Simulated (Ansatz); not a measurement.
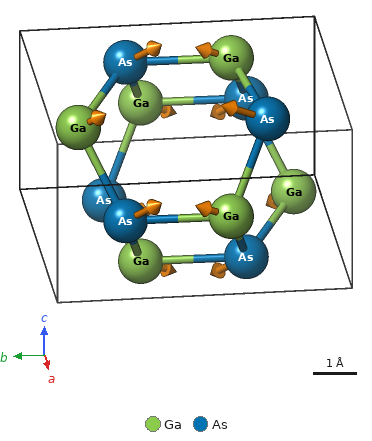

One vibrational mode of solid GaAs (a generated structure) at the zone centre. The orange arrows are the displacements of the atoms (eigenvector over the root of the mass), of arbitrary overall length and sign. A ball-and-stick model of the cell of the calculation, seen from a free direction.

Computed with Ansatz 0.2.0, DFT PBE, scalar-relativistic, plane waves, PAW. Set-up: plane-wave cutoff 420 eV; k-point mesh 6 × 6 × 10; occupations gaussian; smearing width 0.01 eV; no spin polarisation.

Frequencies are those without the non-analytic (LO–TO) term.

> What mode is this, and where does it lie in the spectrum?

This is the A₂g mode at 6.22 THz, optical level 8 of 16, counted from below, silent by symmetry (neither infrared- nor Raman-active). Atoms of one kind move against one another, with no net shift of any sublattice; of the bonds it mainly stretches As–Ga, some lengthening while others shorten; the kinetic energy is shared as As 71 %, Ga 29 %.
